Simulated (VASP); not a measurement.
## Geometry relaxation, with input and output: GaN (part 2 of 3)

The same run, continued: GaN (P6₃mc, 4 atoms in the cell); Kohn-Sham DFT of a periodic cell, PBE, VASP PAW PBE potentials, recommended, no spin polarisation (VASP 6.6.1); cutoff 350 eV, 12×12×6 k-mesh, Gaussian smearing of 0.02 eV. The structure derives from an entry of the Crystallography Open Database.

Geometry of the input (Å; fractional positions):
```
3.1698  -0.0000  -0.0000
-1.5849  2.7451  0.0000
-0.0000  0.0000  5.1631
Ga 0.3333  0.6667  0.9992
Ga 0.6667  0.3333  0.4992
N  0.3333  0.6667  0.3758
N  0.6667  0.3333  0.8758
```

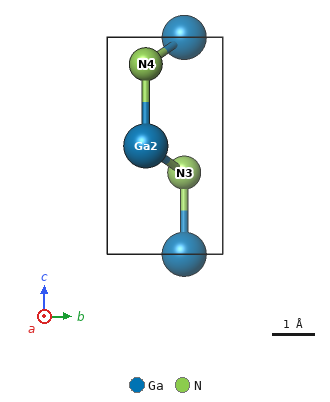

Figure 1. The input geometry (ball-and-stick view of the cell of the calculation, along the a axis; atoms are numbered from 1 in the order of the input).

## Parts of OUTCAR, continued
```
   k-points           NKPTS =     76   k-points in BZ     NKDIM =     76   number of bands    NBANDS=     22
   number of dos      NEDOS =    301   number of ions     NIONS =      4
   total plane-waves  NPLWV =  12800
   dimension x,y,z NGX =    20 NGY =   20 NGZ =   32
   dimension x,y,z NGXF=    40 NGYF=   40 NGZF=   64
   ions per type =               2   2
   NGX,Y,Z   is equivalent  to a cutoff of  10.49, 10.49, 10.30 a.u.
   NGXF,Y,Z  is equivalent  to a cutoff of  20.98, 20.98, 20.61 a.u.
 SYSTEM =  unknown system
   PREC   = accura    normal or accurate (medium, high low for compatibility)
   ISTART =      0    job   : 0-new  1-cont  2-samecut
   ICHARG =      2    charge: 1-file 2-atom 10-const
   ISPIN  =      1    spin polarized calculation?
   LNONCOLLINEAR =      F non collinear calculations
   LSORBIT =      F    spin-orbit coupling
   LASPH  =      T    aspherical Exc in radial PAW
   ENCUT  =  350.0 eV  25.72 Ry    5.07 a.u.   4.84  4.84  7.88*2*pi/ulx,y,z
   NELM   =     60;   NELMIN=  2; NELMDL= -5     # of ELM steps
   EDIFF  = 0.1E-06   stopping-criterion for ELM
   LREAL  =      F    real-space projection
   EDIFFG = -.2E-02   stopping-criterion for IOM
   NSW    =     80    number of steps for IOM
   IBRION =      2    ionic relax: 0-MD 1-quasi-New 2-CG
   NFREE  =      1    steps in history (QN), initial steepest desc. (CG)
   ISIF   =      3    stress and relaxation
   ISYM   =      2    0-nonsym 1-usesym 2-fastsym
   POTIM  = 0.5000    time-step for ionic-motion
   TEBEG  =    0.0;   TEEND  =   0.0 temperature during run
   PSTRESS=    0.0 pullay stress
   NELECT =      36.0000    total number of electrons
   NUPDOWN=      -1.0000    fix difference up-down
   EMIN   =  10.00;   EMAX   =-10.00  energy-range for DOS
   EFERMI =   0.00;   METHOD = LEGACY
   ISMEAR =     0;   SIGMA  =   0.02  broadening in eV -4-tet -1-fermi 0-gaus
   EFERMI_NEDOS =   21; number of points for ismear=-14 and -15
   IALGO  =     68    algorithm
   IMIX   =      4    mixing-type and parameters
     AMIX     =   0.40;   BMIX     =  1.00
     AMIX_MAG =   1.60;   BMIX_MAG =  1.00
  volume/ion in A,a.u.               =      11.23        75.79
  Fermi-wavevector in a.u.,A,eV,Ry     =   1.520583  2.873484 31.458999  2.312171
  Thomas-Fermi vector in A             =   2.629414
   LORBIT       =      0    0 simple, 1 ext, 2 COOP (PROOUT), +10 PAW based schemes
   GGA     = PE    functional components
   LHFCALC =     F    Hartree Fock is set to
   AEXX    =    0.0000 exact exchange contribution
   IVDW    =     0    specifies the selected vdW correction
   LEPSILON=     F    determine dielectric tensor
   LRPA    =     F    only Hartree local field effects (RPA)
 conjugate gradient relaxation of ions
 non-spin polarized calculation
 RMM-DIIS sequential band-by-band and
 Gauss-broadening in eV      SIGMA  =   0.02
  energy-cutoff  :      350.00
  volume of cell :       44.93
 maximum number of plane-waves:       687
 NGX is ok and might be reduce to    20
   NGX =  9   NGY =  9   NGZ = 15

--------------------------------------- Ionic step        1  -------------------------------------------

 number of electron      35.9999966 magnetization

 Free energy of the ion-electron system (eV)
  ---------------------------------------------------
  ext. energy  EPLUGINS =         0.00000000
  ---------------------------------------------------
  free energy    TOTEN  =       -24.24221982 eV

  energy without entropy =      -24.24221982  energy(sigma->0) =      -24.24221982

------------------------ aborting loop because EDIFF is reached ----------------------------------------

  FORCE on cell =-STRESS in cart. coord.  units (eV):
  Direction    XX          YY          ZZ          XY          YZ          ZX
  --------------------------------------------------------------------------------------
  -------------------------------------------------------------------------------------
  Total       -0.0718848     -0.0718848     -0.0358783     -0.0000000      0.0000000      0.0000000
  in kB       -2.5636014     -2.5636014     -1.2795145     -0.0000000      0.0000000      0.0000000
  external PRESSURE =      -2.1355725 kB  Pullay stress =       0.0000000 kB

 VOLUME and BASIS-vectors are now :
 -----------------------------------------------------------------------------
  energy-cutoff  :      350.00
  volume of cell :       44.93
      direct lattice vectors                 reciprocal lattice vectors
     3.169762130  0.000000000  0.000000000     0.315481086  0.182143090  0.000000000
    -1.584881065  2.745094524  0.000000000     0.000000000  0.364286181  0.000000000
     0.000000000  0.000000000  5.163129708     0.000000000  0.000000000  0.193680976

 POSITION                                       TOTAL-FORCE (eV/Angst)
 -----------------------------------------------------------------------------------
     -0.00000      1.83006      5.15899         0.000000     -0.000000     -0.000279
      1.58488      0.91503      2.57742        -0.000000      0.000000     -0.000279
     -0.00000      1.83006      1.94032        -0.000000      0.000000      0.000279
      1.58488      0.91503      4.52188        -0.000000     -0.000000      0.000279
 -----------------------------------------------------------------------------------
    total drift:                               -0.000009      0.000008     -0.001967

  FREE ENERGIE OF THE ION-ELECTRON SYSTEM (eV)
  ---------------------------------------------------
  free  energy   TOTEN  =       -24.2422198210 eV

  energy  without entropy=      -24.2422198210  energy(sigma->0) =      -24.24221982

--------------------------------------- Ionic step        2  -------------------------------------------

 number of electron      35.9999966 magnetization

------------------------ aborting loop because EDIFF is reached ----------------------------------------

  FORCE on cell =-STRESS in cart. coord.  units (eV):
  Direction    XX          YY          ZZ          XY          YZ          ZX
  --------------------------------------------------------------------------------------
  -------------------------------------------------------------------------------------
  Total        0.0896582      0.0896582      0.0687069      0.0000000      0.0000000      0.0000000
  in kB        3.2043860      3.2043860      2.4555876      0.0000000      0.0000000      0.0000000
  external PRESSURE =       2.9547865 kB  Pullay stress =       0.0000000 kB

 VOLUME and BASIS-vectors are now :
 -----------------------------------------------------------------------------
  energy-cutoff  :      350.00
  volume of cell :       44.83
      direct lattice vectors                 reciprocal lattice vectors
     3.167014015 -0.000000000  0.000000000     0.315754839  0.182301141  0.000000000
    -1.583507008  2.742714587  0.000000000     0.000000000  0.364602283  0.000000000
     0.000000000  0.000000000  5.160895540     0.000000000  0.000000000  0.193764821

 POSITION                                       TOTAL-FORCE (eV/Angst)
 -----------------------------------------------------------------------------------
     -0.00000      1.82848      5.15674        -0.000000      0.000000      0.005688
      1.58351      0.91424      2.57629         0.000000     -0.000000      0.005688
     -0.00000      1.82848      1.93949         0.000000      0.000000     -0.005688
      1.58351      0.91424      4.51994        -0.000000     -0.000000     -0.005688
 -----------------------------------------------------------------------------------
    total drift:                               -0.000009      0.000007     -0.001607

  FREE ENERGIE OF THE ION-ELECTRON SYSTEM (eV)
  ---------------------------------------------------
  free  energy   TOTEN  =       -24.2421997489 eV

  energy  without entropy=      -24.2421997489  energy(sigma->0) =      -24.24219975

--------------------------------------- Ionic step        3  -------------------------------------------

 number of electron      35.9999966 magnetization

------------------------ aborting loop because EDIFF is reached ----------------------------------------

  FORCE on cell =-STRESS in cart. coord.  units (eV):
  Direction    XX          YY          ZZ          XY          YZ          ZX
  --------------------------------------------------------------------------------------
  -------------------------------------------------------------------------------------
  Total       -0.0015660     -0.0015660      0.0096350     -0.0000000      0.0000000     -0.0000000
  in kB       -0.0559023     -0.0559023      0.3439394     -0.0000000      0.0000000     -0.0000000
  external PRESSURE =       0.0773783 kB  Pullay stress =       0.0000000 kB

 VOLUME and BASIS-vectors are now :
 -----------------------------------------------------------------------------
  energy-cutoff  :      350.00
  volume of cell :       44.88
      direct lattice vectors                 reciprocal lattice vectors
     3.168546969 -0.000000000  0.000000000     0.315602076  0.182212944  0.000000000
    -1.584273484  2.744042164  0.000000000     0.000000000  0.364425887  0.000000000
     0.000000000  0.000000000  5.162141804     0.000000000  0.000000000  0.193718041

 POSITION                                       TOTAL-FORCE (eV/Angst)
 -----------------------------------------------------------------------------------
     -0.00000      1.82936      5.15800         0.000000     -0.000000      0.002284
      1.58427      0.91468      2.57692        -0.000000      0.000000      0.002284
     -0.00000      1.82936      1.93995         0.000000      0.000000     -0.002284
      1.58427      0.91468      4.52102        -0.000000     -0.000000     -0.002284
 -----------------------------------------------------------------------------------
    total drift:                               -0.000009      0.000007     -0.002205

  FREE ENERGIE OF THE ION-ELECTRON SYSTEM (eV)
  ---------------------------------------------------
  free  energy   TOTEN  =       -24.2422507831 eV

  energy  without entropy=      -24.2422507831  energy(sigma->0) =      -24.24225078

--------------------------------------- Ionic step        4  -------------------------------------------

 number of electron      35.9999966 magnetization

------------------------ aborting loop because EDIFF is reached ----------------------------------------

  FORCE on cell =-STRESS in cart. coord.  units (eV):
  Direction    XX          YY          ZZ          XY          YZ          ZX
  --------------------------------------------------------------------------------------
  -------------------------------------------------------------------------------------
  Total        0.0001587      0.0001587      0.0109881      0.0000000      0.0000000      0.0000000
  in kB        0.0056666      0.0056666      0.3922311      0.0000000      0.0000000      0.0000000
  external PRESSURE =       0.1345214 kB  Pullay stress =       0.0000000 kB

 VOLUME and BASIS-vectors are now :
 -----------------------------------------------------------------------------
  energy-cutoff  :      350.00
  volume of cell :       44.88
      direct lattice vectors                 reciprocal lattice vectors
     3.168571272 -0.000000000  0.000000000     0.315599655  0.182211546  0.000000000
    -1.584285636  2.744063211  0.000000000     0.000000000  0.364423092  0.000000000
     0.000000000  0.000000000  5.162161562     0.000000000  0.000000000  0.193717300

 POSITION                                       TOTAL-FORCE (eV/Angst)
 -----------------------------------------------------------------------------------
     -0.00000      1.82938      5.15802        -0.000000      0.000000      0.002251
      1.58429      0.91469      2.57693         0.000000     -0.000000      0.002251
     -0.00000      1.82938      1.93996        -0.000000      0.000000     -0.002251
      1.58429      0.91469      4.52104         0.000000     -0.000000     -0.002251
 -----------------------------------------------------------------------------------
    total drift:                               -0.000009      0.000007     -0.002274

  FREE ENERGIE OF THE ION-ELECTRON SYSTEM (eV)
  ---------------------------------------------------
  free  energy   TOTEN  =       -24.2422508322 eV

  energy  without entropy=      -24.2422508322  energy(sigma->0) =      -24.24225083

--------------------------------------- Ionic step        5  -------------------------------------------

 number of electron      35.9999966 magnetization

------------------------ aborting loop because EDIFF is reached ----------------------------------------
```
